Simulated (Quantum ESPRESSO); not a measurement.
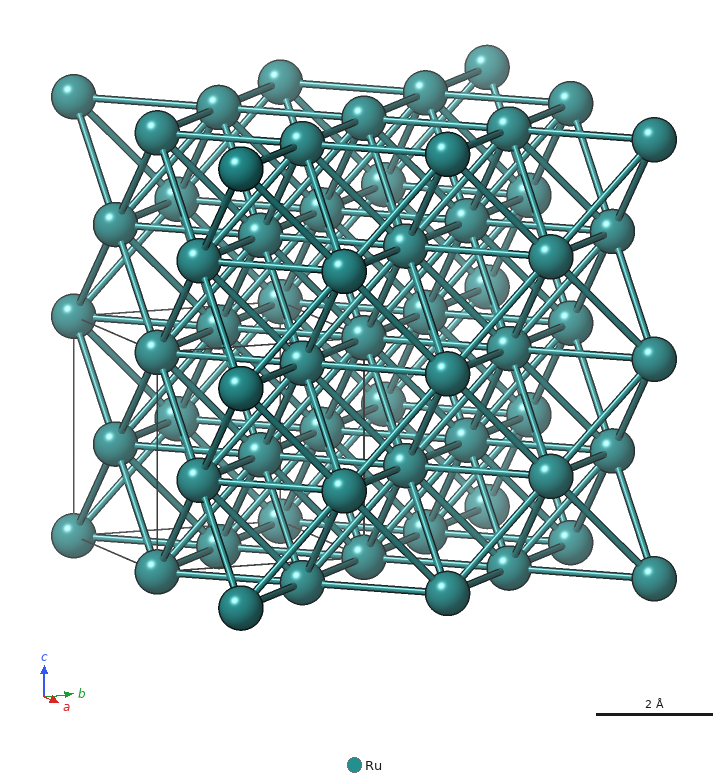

The structure (ball-and-stick view of the cell 4 times as large as that of the calculation, set on its symmetry axes, repeated 2 × 2 × 2, seen slightly off an axis). Near neighbours in the crystal (not all of them lie inside the picture): Ru has 12 Ru at 2.73 Å.

# Single-point calculation, with input and output: Ru (part 1 of 2)

System: Ru (Fm-3m, 1 atom in the cell).
Method: Kohn-Sham DFT of a periodic cell, PBE, SSSP 1.3 efficiency PBE, no spin polarisation (Quantum ESPRESSO 7.5).

The structure derives from an entry of the Crystallography Open Database. The volume is scaled by 1.02.

**The program's output**
```
This program is part of the open-source Quantum ESPRESSO suite
     for quantum simulation of materials; please cite
         "P. Giannozzi et al., J. Phys.:Condens. Matter 21 395502 (2009);
         "P. Giannozzi et al., J. Phys.:Condens. Matter 29 465901 (2017);
         "P. Giannozzi et al., J. Chem. Phys. 152 154105 (2020);
          URL
     in publications or presentations arising from this work. More details at

     Message from routine setup:
     using ibrav=0 with symmetry is DISCOURAGED, use correct ibrav instead

     Subspace diagonalization in iterative solution of the eigenvalue problem:
     a serial algorithm will be used

     G-vector sticks info
     --------------------
     sticks:   dense  smooth     PW     G-vecs:    dense   smooth      PW
     Sum         433     433    151                 5985     5985    1139

     Using Slab Decomposition

     bravais-lattice index     =            0
     lattice parameter (alat)  =       5.1517  a.u.
     unit-cell volume          =      96.6792 (a.u.)^3
     number of atoms/cell      =            1
     number of atomic types    =            1
     number of electrons       =        16.00
     number of Kohn-Sham states=           14
     kinetic-energy cutoff     =      60.0000  Ry
     charge density cutoff     =     240.0000  Ry
     scf convergence threshold =      2.0E-10
     mixing beta               =       0.5000
     number of iterations used =            8  plain     mixing
     Exchange-correlation= PBE
                           (   1   4   3   4   0   0   0)

     celldm(1)=   5.151686  celldm(2)=   0.000000  celldm(3)=   0.000000
     celldm(4)=   0.000000  celldm(5)=   0.000000  celldm(6)=   0.000000

     crystal axes: (cart. coord. in units of alat)
               a(1) = (   0.000000   0.707107   0.707107 )
               a(2) = (   0.707107   0.000000   0.707107 )
               a(3) = (   0.707107   0.707107   0.000000 )

     reciprocal axes: (cart. coord. in units 2 pi/alat)
               b(1) = ( -0.707107  0.707107  0.707107 )
               b(2) = (  0.707107 -0.707107  0.707107 )
               b(3) = (  0.707107  0.707107 -0.707107 )

     PseudoPot. # 1 for Ru read from file:
     Ru_ONCV_PBE-1.0.oncvpsp.upf
     Pseudo is Norm-conserving, Zval = 16.0
     Generated using ONCVPSP code by D. R. Hamann
     Using radial grid of 1458 points,  6 beta functions with:
                l(1) =   0
                l(2) =   0
                l(3) =   1
                l(4) =   1
                l(5) =   2
                l(6) =   2

     atomic species   valence    mass     pseudopotential
     Ru               16.00   101.07000     Ru( 1.00)

     48 Sym. Ops., with inversion, found

   Cartesian axes

     site n.     atom                  positions (alat units)
         1        Ru     tau(   1) = (   0.0000000   0.0000000   0.0000000  )

     number of k points=    72  Fermi-Dirac smearing, width (Ry)=  0.0037
                       cart. coord. in units 2pi/alat
        k(    1) = (   0.0000000   0.0000000   0.0000000), wk =   0.0011574
        k(    2) = (   0.0589256   0.0589256  -0.0589256), wk =   0.0092593
        k(    3) = (   0.1178511   0.1178511  -0.1178511), wk =   0.0092593
        k(    4) = (   0.1767767   0.1767767  -0.1767767), wk =   0.0092593
        k(    5) = (   0.2357023   0.2357023  -0.2357023), wk =   0.0092593
        k(    6) = (   0.2946278   0.2946278  -0.2946278), wk =   0.0092593
        k(    7) = (  -0.3535534  -0.3535534   0.3535534), wk =   0.0046296
        k(    8) = (   0.1178511   0.0000000   0.0000000), wk =   0.0069444
        k(    9) = (   0.1767767   0.0589256  -0.0589256), wk =   0.0277778
        k(   10) = (   0.2357023   0.1178511  -0.1178511), wk =   0.0277778
        k(   11) = (   0.2946278   0.1767767  -0.1767767), wk =   0.0277778
        k(   12) = (   0.3535534   0.2357023  -0.2357023), wk =   0.0277778
        k(   13) = (  -0.2946278  -0.4124790   0.4124790), wk =   0.0277778
        k(   14) = (  -0.2357023  -0.3535534   0.3535534), wk =   0.0277778
        k(   15) = (  -0.1767767  -0.2946278   0.2946278), wk =   0.0277778
        k(   16) = (  -0.1178511  -0.2357023   0.2357023), wk =   0.0277778
        k(   17) = (  -0.0589256  -0.1767767   0.1767767), wk =   0.0277778
        k(   18) = (  -0.0000000  -0.1178511   0.1178511), wk =   0.0138889
        k(   19) = (   0.2357023   0.0000000   0.0000000), wk =   0.0069444
        k(   20) = (   0.2946278   0.0589256  -0.0589256), wk =   0.0277778
        k(   21) = (   0.3535534   0.1178511  -0.1178511), wk =   0.0277778
        k(   22) = (   0.4124790   0.1767767  -0.1767767), wk =   0.0277778
        k(   23) = (  -0.2357023  -0.4714045   0.4714045), wk =   0.0277778
        k(   24) = (  -0.1767767  -0.4124790   0.4124790), wk =   0.0277778
        k(   25) = (  -0.1178511  -0.3535534   0.3535534), wk =   0.0277778
        k(   26) = (  -0.0589256  -0.2946278   0.2946278), wk =   0.0277778
        k(   27) = (   0.0000000  -0.2357023   0.2357023), wk =   0.0138889
        k(   28) = (   0.3535534   0.0000000   0.0000000), wk =   0.0069444
        k(   29) = (   0.4124790   0.0589256  -0.0589256), wk =   0.0277778
        k(   30) = (   0.4714045   0.1178511  -0.1178511), wk =   0.0277778
        k(   31) = (  -0.1767767  -0.5303301   0.5303301), wk =   0.0277778
        k(   32) = (  -0.1178511  -0.4714045   0.4714045), wk =   0.0277778
        k(   33) = (  -0.0589256  -0.4124790   0.4124790), wk =   0.0277778
        k(   34) = (   0.0000000  -0.3535534   0.3535534), wk =   0.0138889
        k(   35) = (   0.4714045   0.0000000   0.0000000), wk =   0.0069444
        k(   36) = (   0.5303301   0.0589256  -0.0589256), wk =   0.0277778
        k(   37) = (  -0.1178511  -0.5892557   0.5892557), wk =   0.0277778
        k(   38) = (  -0.0589256  -0.5303301   0.5303301), wk =   0.0277778
        k(   39) = (  -0.0000000  -0.4714045   0.4714045), wk =   0.0138889
        k(   40) = (   0.5892557   0.0000000   0.0000000), wk =   0.0069444
        k(   41) = (  -0.0589256  -0.6481812   0.6481812), wk =   0.0277778
        k(   42) = (   0.0000000  -0.5892557   0.5892557), wk =   0.0138889
        k(   43) = (  -0.7071068   0.0000000   0.0000000), wk =   0.0034722
        k(   44) = (   0.2357023   0.1178511  -0.0000000), wk =   0.0277778
        k(   45) = (   0.2946278   0.1767767  -0.0589256), wk =   0.0555556
        k(   46) = (   0.3535534   0.2357023  -0.1178511), wk =   0.0555556
        k(   47) = (  -0.2946278  -0.4124790   0.5303301), wk =   0.0555556
        k(   48) = (  -0.2357023  -0.3535534   0.4714045), wk =   0.0277778
        k(   49) = (   0.3535534   0.1178511   0.0000000), wk =   0.0277778
        k(   50) = (   0.4124790   0.1767767  -0.0589256), wk =   0.0555556
        k(   51) = (  -0.2357023  -0.4714045   0.5892557), wk =   0.0555556
        k(   52) = (  -0.1767767  -0.4124790   0.5303301), wk =   0.0555556
        k(   53) = (  -0.1178511  -0.3535534   0.4714045), wk =   0.0555556
        k(   54) = (  -0.0589256  -0.2946278   0.4124790), wk =   0.0555556
        k(   55) = (   0.0000000  -0.2357023   0.3535534), wk =   0.0277778
        k(   56) = (   0.4714045   0.1178511   0.0000000), wk =   0.0277778
        k(   57) = (  -0.1767767  -0.5303301   0.6481812), wk =   0.0555556
        k(   58) = (  -0.1178511  -0.4714045   0.5892557), wk =   0.0555556
        k(   59) = (  -0.0589256  -0.4124790   0.5303301), wk =   0.0555556
        k(   60) = (  -0.0000000  -0.3535534   0.4714045), wk =   0.0277778
        k(   61) = (  -0.1178511  -0.5892557   0.7071068), wk =   0.0277778
        k(   62) = (  -0.0589256  -0.5303301   0.6481812), wk =   0.0555556
        k(   63) = (  -0.0000000  -0.4714045   0.5892557), wk =   0.0277778
        k(   64) = (  -0.7071068   0.1178511   0.0000000), wk =   0.0138889
        k(   65) = (  -0.2357023  -0.4714045   0.7071068), wk =   0.0277778
        k(   66) = (  -0.1767767  -0.4124790   0.6481812), wk =   0.0555556
        k(   67) = (  -0.1178511  -0.3535534   0.5892557), wk =   0.0277778
        k(   68) = (  -0.1178511  -0.4714045   0.7071068), wk =   0.0277778
        k(   69) = (  -0.0589256  -0.4124790   0.6481812), wk =   0.0555556
        k(   70) = (   0.0000000  -0.3535534   0.5892557), wk =   0.0277778
        k(   71) = (  -0.7071068   0.2357023   0.0000000), wk =   0.0138889
        k(   72) = (  -0.7071068   0.3535534   0.0000000), wk =   0.0069444

     Dense  grid:     5985 G-vectors     FFT dimensions: (  25,  25,  25)

     Initial potential from superposition of free atoms

     starting charge      15.9994, renormalised to      16.0000
     Starting wfcs are   10 randomized atomic wfcs +    4 random wfcs

     Self-consistent Calculation

     iteration #  1     ecut=    60.00 Ry     beta= 0.50
     Davidson diagonalization with overlap
     ethr =  1.00E-02,  avg # of iterations =  3.7

     Threshold (ethr) on eigenvalues was too large:
     Diagonalizing with lowered threshold

     Davidson diagonalization with overlap
     ethr =  1.08E-04,  avg # of iterations =  2.1

     total energy              =    -188.53158074 Ry
     estimated scf accuracy    <       0.01795461 Ry

     iteration #  2     ecut=    60.00 Ry     beta= 0.50
     Davidson diagonalization with overlap
     ethr =  1.12E-04,  avg # of iterations =  2.0

     total energy              =    -188.53556507 Ry
     estimated scf accuracy    <       0.00031200 Ry

     iteration #  3     ecut=    60.00 Ry     beta= 0.50
     Davidson diagonalization with overlap
     ethr =  1.95E-06,  avg # of iterations =  2.2

     total energy              =    -188.53561654 Ry
     estimated scf accuracy    <       0.00005572 Ry

     iteration #  4     ecut=    60.00 Ry     beta= 0.50
     Davidson diagonalization with overlap
     ethr =  3.48E-07,  avg # of iterations =  1.0

     total energy              =    -188.53561774 Ry
     estimated scf accuracy    <       0.00000123 Ry

     iteration #  5     ecut=    60.00 Ry     beta= 0.50
     Davidson diagonalization with overlap
     ethr =  7.68E-09,  avg # of iterations =  2.0

     total energy              =    -188.53561800 Ry
     estimated scf accuracy    <       0.00000002 Ry

     iteration #  6     ecut=    60.00 Ry     beta= 0.50
     Davidson diagonalization with overlap
     ethr =  1.09E-10,  avg # of iterations =  2.0

     total energy              =    -188.53561800 Ry
     estimated scf accuracy    <          2.2E-10 Ry

     iteration #  7     ecut=    60.00 Ry     beta= 0.50
     Davidson diagonalization with overlap
     ethr =  1.35E-12,  avg # of iterations =  2.0

     End of self-consistent calculation

          k = 0.0000 0.0000 0.0000 (   749 PWs)   bands (ev):

   -50.6350 -20.0891 -20.0891 -20.0891  14.7512  19.9436  19.9436  19.9436
    22.1997  22.1997  37.7647  43.1938  43.1938  43.1938

          k = 0.0589 0.0589-0.0589 (   743 PWs)   bands (ev):

   -50.6255 -20.1511 -20.0973 -20.0973  15.0286  19.8086  20.0565  20.0565
    22.1339  22.1339  38.1978  41.8531  43.6212  43.6212

          k = 0.1179 0.1179-0.1179 (   761 PWs)   bands (ev):

   -50.5995 -20.3187 -20.1197 -20.1197  15.7655  19.5578  20.2836  20.2836
    22.0743  22.0743  39.1854  39.6103  44.8103  44.8103

          k = 0.1768 0.1768-0.1768 (   757 PWs)   bands (ev):

   -50.5637 -20.5436 -20.1501 -20.1501  16.5558  19.6959  20.3196  20.3196
    22.3641  22.3641  37.3748  39.6030  46.4102  46.4102

          k = 0.2357 0.2357-0.2357 (   769 PWs)   bands (ev):

   -50.5278 -20.7642 -20.1803 -20.1803  16.8047  20.1200  20.1200  20.8174
    23.0171  23.0171  35.0811  38.6569  45.6695  45.6695

          k = 0.2946 0.2946-0.2946 (   763 PWs)   bands (ev):

   -50.5013 -20.9230 -20.2023 -20.2023  16.7135  19.9151  19.9151  22.4536
    23.6533  23.6533  32.8434  37.6480  43.9440  43.9440

          k =-0.3536-0.3536 0.3536 (   754 PWs)   bands (ev):

   -50.4916 -20.9806 -20.2103 -20.2103  16.6513  19.8352  19.8352  23.3335
    23.9167  23.9167  31.7495  37.2896  43.2981  43.2981

          k = 0.1179 0.0000 0.0000 (   745 PWs)   bands (ev):

   -50.6223 -20.1493 -20.1112 -20.1112  15.1214  19.6743  20.1469  20.1469
    21.9092  22.3000  38.3546  42.1981  43.2892  43.2892

          k = 0.1768 0.0589-0.0589 (   761 PWs)   bands (ev):

   -50.6018 -20.2739 -20.1384 -20.1267  15.7140  19.3820  20.3807  20.3985
    21.6717  22.3853  39.2150  40.5035  43.6591  44.2112

          k = 0.2357 0.1179-0.1179 (   763 PWs)   bands (ev):

   -50.5693 -20.4755 -20.1716 -20.1528  16.5496  19.2439  20.3742  20.5422
    21.9248  22.6464  38.3366  39.9543  44.3011  45.2753

          k = 0.2946 0.1768-0.1768 (   769 PWs)   bands (ev):

   -50.5334 -20.6922 -20.2018 -20.1880  16.9981  19.8548  20.0531  20.4194
    22.8497  23.2031  36.0183  39.3320  44.1196  45.4810

          k = 0.3536 0.2357-0.2357 (   764 PWs)   bands (ev):

   -50.5038 -20.8668 -20.2228 -20.2209  16.9548  19.7583  20.1974  21.0891
    23.7545  24.1131  33.5654  38.2598  43.1947  44.1632

          k =-0.2946-0.4125 0.4125 (   763 PWs)   bands (ev):

   -50.4885 -20.9552 -20.2478 -20.2241  16.8665  19.6259  20.0454  21.9963
    23.9334  25.2311  31.8120  37.7149  42.8056  42.9003

          k =-0.2357-0.3536 0.3536 (   763 PWs)   bands (ev):

   -50.4917 -20.9361 -20.2561 -20.2105  16.8970  19.6857  20.0413  21.8973
    23.5815  25.1490  32.2478  37.8171  42.3991  43.7654

          k =-0.1768-0.2946 0.2946 (   764 PWs)   bands (ev):

   -50.5126 -20.8145 -20.2451 -20.1836  17.0164  19.9016  20.1956  20.8079
    22.8467  24.2531  34.3997  38.5467  43.0333  45.7113

          k =-0.1179-0.2357 0.2357 (   766 PWs)   bands (ev):

   -50.5454 -20.6210 -20.2171 -20.1506  16.9512  19.6041  20.2301  20.4376
    22.0553  23.3191  36.8111  39.6044  44.2171  45.8849

          k =-0.0589-0.1768 0.1768 (   763 PWs)   bands (ev):

   -50.5812 -20.4068 -20.1780 -20.1202  16.2839  19.3139  20.3883  20.4909
    21.6595  22.6065  38.9589  39.7444  43.8312  46.3686

          k =-0.0000-0.1179 0.1179 (   761 PWs)   bands (ev):

   -50.6105 -20.2338 -20.1342 -20.1006  15.4669  19.5712  20.2189  20.2686
    21.8460  22.2812  38.8412  40.7883  43.3476  44.7063
```
